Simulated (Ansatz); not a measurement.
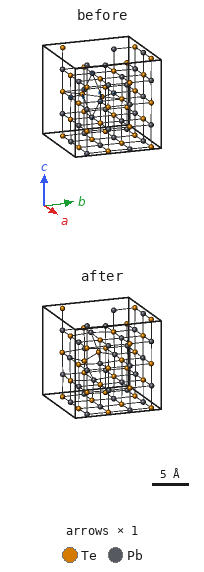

The structure of a defect cell of composition Te₃₃Pb₃₂ before (top) and after (bottom) a relaxation, at one scale. The blue arrows give the displacements, at their true length.

Style: ball-and-stick. Shown: the cell of the calculation (origin shifted), slightly off an axis.

Theory: DFT, PBEsol, PAW, plane waves in Ansatz. Set-up: plane-wave cutoff 420 eV; k-point mesh 1 × 1 × 1; mesh shifted by (0.25, 0.25, 0.25); no spin polarisation; atoms relaxed in a fixed cell; force threshold 0.03 eV/Å; at most 80 steps.

Summarise the run.

A Te atom moves most: 0.93 Å along [−1 −1 2]. Largest moves by element: Te 0.93 Å, Pb 0.38 Å. The lattice vectors keep their values. Some distances before and after: Pb–Te 3.591 → 4.415 Å, Pb–Te 3.508 → 4.203 Å, Pb–Te 3.596 → 2.984 Å, Pb–Te 2.383 → 2.982 Å. Bond angles that change, for instance: Te–Te–Pb 64.3° → 95.7°, Pb–Te–Pb 142.5° → 114.9°, Pb–Te–Pb 144.5° → 120.1°. Over 11 geometry steps the energy falls by 7.052 eV per cell of the calculation. Largest force component: 7.3 eV/Å at the start, 0.014 eV/Å at the end. The run took 13 s on 1 × NVIDIA GB200 with 8 threads of Arm Neoverse-V2, peak memory 2.2 GiB.
